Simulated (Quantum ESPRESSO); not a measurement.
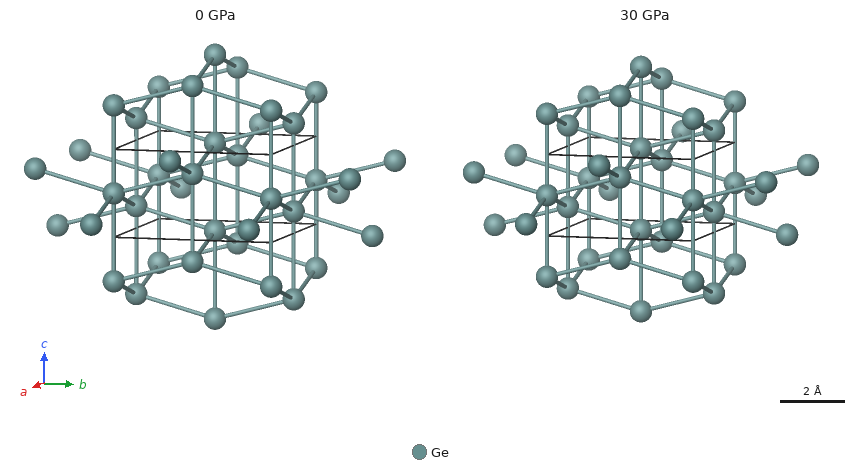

Solid Ge (set up in I4_1/amd), relaxed (cell and atoms) at several target pressures. The picture shows the first and the last member. Style: ball-and-stick. Shown: the conventional cell (2 times the calculation's cell), slightly off an axis. Lengths and directions refer to the drawn axes.

Computed with Quantum ESPRESSO 7.5: PBEsol, GBRV 1.5 PBEsol. Settings: plane-wave cutoff 707.5 eV; k-point mesh 11 × 11 × 11; occupations fermi-dirac; smearing width 0.05 eV; no spin polarisation.

```json
{"pressure (GPa)": "0", "volume (Å³/atom)": "18.357", "a (Å)": "5.139", "c (Å)": "2.781"}
{"pressure (GPa)": "2", "volume (Å³/atom)": "?", "a (Å)": "?", "c (Å)": "?"}
{"pressure (GPa)": "5", "volume (Å³/atom)": "17.361", "a (Å)": "5.041", "c (Å)": "2.733"}
{"pressure (GPa)": "10", "volume (Å³/atom)": "16.597", "a (Å)": "4.968", "c (Å)": "2.690"}
{"pressure (GPa)": "20", "volume (Å³/atom)": "15.475", "a (Å)": "4.858", "c (Å)": "2.623"}
{"pressure (GPa)": "30", "volume (Å³/atom)": "14.653", "a (Å)": "4.771", "c (Å)": "2.575"}
```

> Fill in the missing row.

Murnaghan's form V = V₀(1 + B′P/B₀)^(−1/B′), with V₀ = 18.357 Å³ from the row at zero pressure, fits the other rows with B₀ = 79.6 GPa and B′ = 4.24 (largest miss 0.004 Å³). At 2 GPa it gives 18.357 × (1 + 4.24 × 2/79.6)^(−1/4.24) = 17.924 Å³ per atom. The calculation gives 17.924 Å³/atom (a = 5.095 Å, c = 2.762 Å). The estimate is right to the digits shown. From the first member to the last: Ge–Ge 2.781 → 2.575 Å, Ge–Ge 2.662 → 2.471 Å.

The whole series:

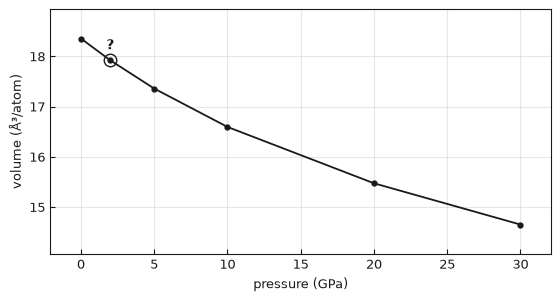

Each member starts from this one structure; whether another phase lies lower wasn't checked.
